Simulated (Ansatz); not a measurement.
Zn

```
Zn
1.0
     4.59604    0.00000    0.00000
     0.00000    2.65141    0.00000
    -1.61266    0.00000    7.39648
Zn
6
Direct
  0.27802 0.50000 0.33450
  0.77802 0.00000 0.33450
  0.22198 0.00000 0.66550
  0.72198 0.50000 0.66550
  0.00000 0.00000 0.00000
  0.50000 0.50000 0.00000
```

Space group C2/m; a structure from a database of computed crystals, not necessarily the ambient phase; computed pressure about −4 GPa in this cell.

The calculation used Kohn-Sham DFT of a periodic cell, PBEsol, Ansatz PAW (Ansatz).

Q: What will maps of the valence pseudo-density and electron localisation function show?

A: Zn–Zn (2.65 Å): the density is about 0.25 e/Å³ at the midpoint; the ELF is about 0.35 at the midpoint.

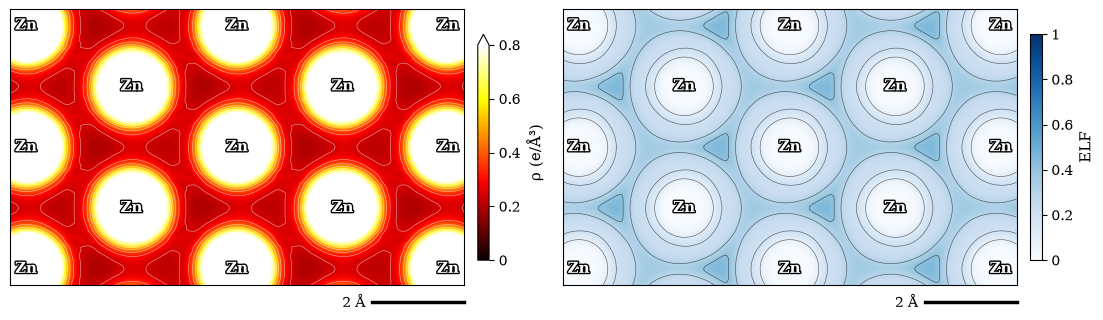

Computed valence pseudo-density and electron localisation function on the (001) plane of the conventional cell, in this order. 

In a PAW calculation such maps are meaningful between the atoms, not at the nuclei.
